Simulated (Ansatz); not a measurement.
Given this structure:

```cif
data_structure
_symmetry_space_group_name_H-M 'P 1'
_symmetry_Int_Tables_number 1
_cell_length_a 3.2146
_cell_length_b 3.2146
_cell_length_c 8.7612
_cell_angle_alpha 90.000
_cell_angle_beta 90.000
_cell_angle_gamma 90.000
_cell_volume 90.53
loop_
_atom_site_label
_atom_site_type_symbol
_atom_site_fract_x
_atom_site_fract_y
_atom_site_fract_z
_atom_site_occupancy
Al1 Al 0.50000 0.50000 0.15664 1
Al2 Al 0.00000 0.00000 0.34336 1
Ru1 Ru 0.00000 0.00000 0.00000 1
Al3 Al 0.00000 0.00000 0.65664 1
Al4 Al 0.50000 0.50000 0.84336 1
Ru2 Ru 0.50000 0.50000 0.50000 1
```

Work out the structure from the coordinates.

The formula is Al2Ru. It belongs to space group I4/mmm (No. 139) and has a body-centred tetragonal lattice. The cell has 6 atoms, namely 4 Al, 2 Ru.

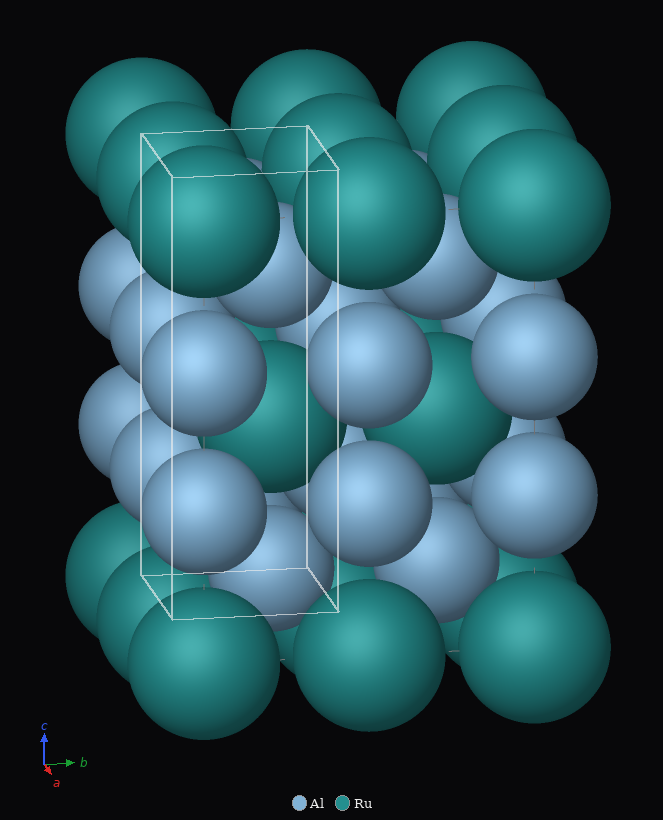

We look at a space-filling model of the crystal slightly off an axis. A block of 2×2×1 cells is shown, with one conventional unit cell in solid outline.

The starting point was a structure listed in the Materials Project. It was relaxed at fixed volume with DFT r2SCAN, scalar-relativistic, plane waves, PAW in Ansatz 0.2.0.

At this level of theory the cell isn't at rest (stretched, at -14 GPa), so its distances can differ from those at equilibrium, the more so the softer the solid.
